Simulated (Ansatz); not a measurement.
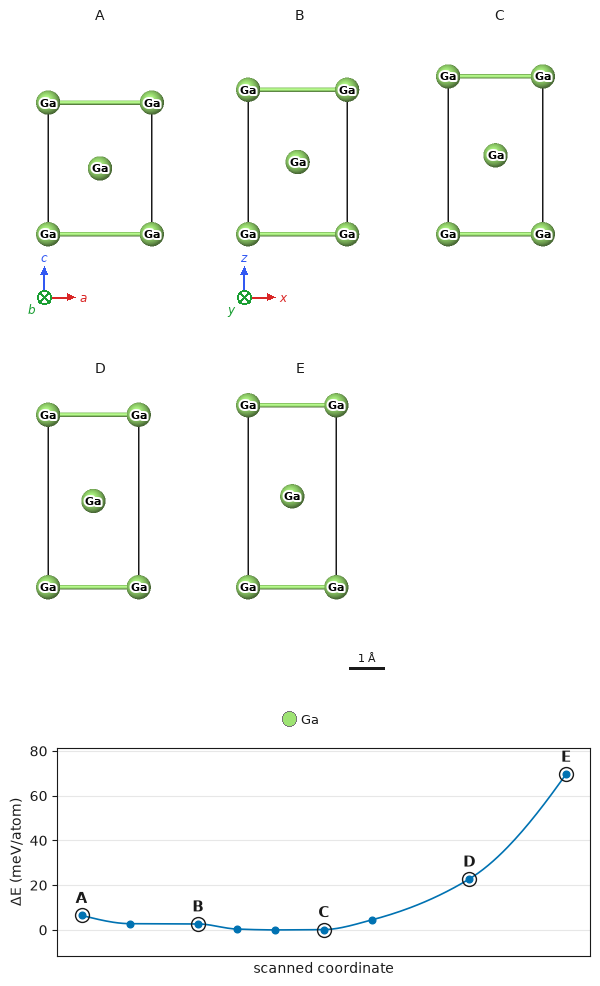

A scan of crystalline Ga (I4/mmm) along one coordinate. x, y and z are the Cartesian axes of the input. The picture is a ball-and-stick view of the conventional cell (2 times the calculation's cell), seen along the b axis. Lengths and directions refer to the drawn axes.

Theory: Ansatz, DFT r2SCAN, scalar-relativistic, plane waves, PAW. (plane-wave cutoff 500 eV; k-point mesh 26 × 26 × 26; occupations gaussian; smearing width 0.15 eV; no spin polarisation). Energies (free energies at the smearing named) are counted from the cell as listed in its source, which wasn't relaxed.

Question: What is being scanned?

Answer: The ratio of the cell's length along z to its lengths across, counted as 1 for the reference, is changed at fixed volume (a c/a path), with the atoms kept at their fractional coordinates. In the frames the relative ratio is 0.80 (A), 0.92 (B), 1.05 (C), 1.20 (D), 1.30 (E). The lowest computed point lies at the relative ratio 1.00 (0.0 meV/atom). The end points stand at 6.5 meV/atom (0.80) and 69.6 meV/atom (1.30). The unrelaxed reference is under a pressure of 0.9 GPa. The distortion keeps the space group I4/mmm. At the relative ratio 1.30 the cell of the drawing goes a 2.808 → 2.573 Å, b 2.808 → 2.573 Å, c 4.458 → 5.310 Å.
